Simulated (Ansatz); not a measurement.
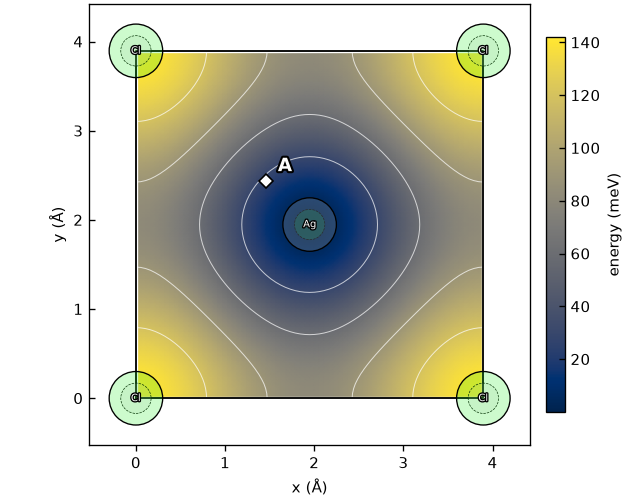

H on an AgCl(100) slab cut from the Fm-3m phase, its upper half relaxed before the scan (4 atoms of substrate and one adsorbate in a 1 × 1 cell). H is moved over the surface cell at a fixed height above a rigid substrate; the origin of the map has the adsorbate above Cl4; the height is held at 2.50 Å. Places are given modulo a cell vector. The map is drawn in real space over the plane of the surface. The scan uses an 8 × 8 grid; 15 points were computed and 49 follow by symmetry. All energies are given in meV relative to the lowest grid point. With one adsorbate in each 1 × 1 cell, its nearest image is 3.9 Å away, so neighbouring adsorbates interact. At a fixed height the lowest place need not be the adsorption site. All numbers below come from DFT PBE+D3(BJ), scalar-relativistic, plane waves, PAW (Ansatz). Settings: cutoff 420 eV, k-mesh 7×7×1, gaussian smearing 0.05 eV, spin-polarised.

The picture shows a smooth colour map with a few white contour lines, labelled circles for the atoms of the top layer and small ones for the second layer, the outline of one cell of the plane, the point A. Between grid points the surface is interpolated.

### Which way does the force act at A, and how strong is it?

A, at (3/8, 5/8) of the cell vectors, is not a stationary point. The computed force is 0.066 eV/Å in the plane, pointing down and right in the picture (components 0.047 and −0.047 eV/Å).
